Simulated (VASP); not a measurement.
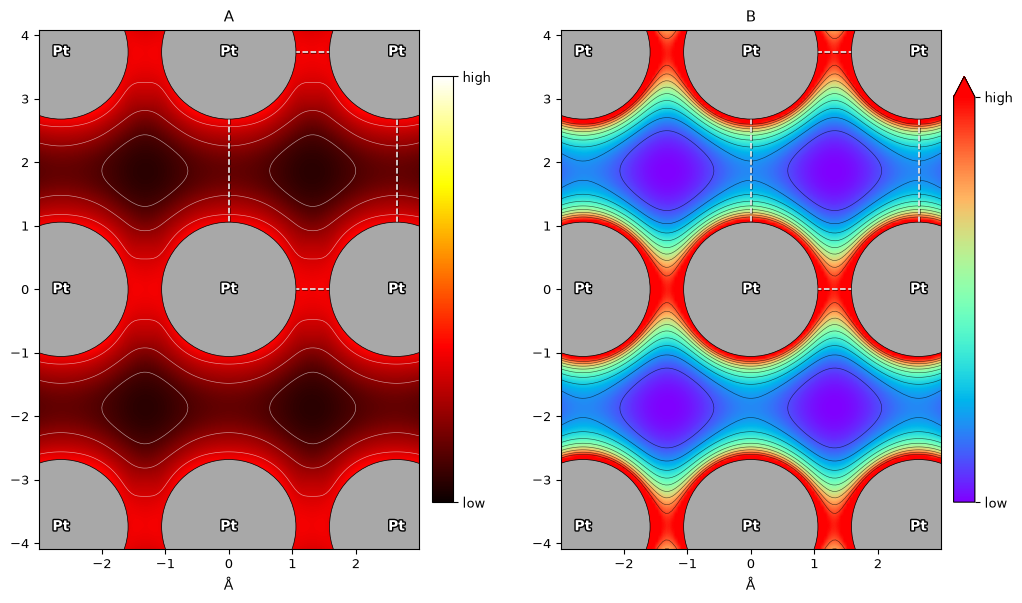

Pt: 2 fields on the (101) plane of the conventional cell, with unlabelled colour scales. Grey discs cover the atomic cores.

Space group Pm-3m; a generated structure, not necessarily the stable one.

These are results of Kohn-Sham DFT of a periodic cell, RPBE, VASP PAW PBE potentials, recommended in VASP 6.6.1, not measurements.

Question: Match the panels to the quantities (electron localisation function and valence pseudo-density).

Answer: Panel A: electron localisation function. Panel B: valence pseudo-density. From the grid: Pt–Pt (2.64 Å): ρ at the midpoint is about 0.45 e/Å³; the ELF is about 0.35 at the midpoint.
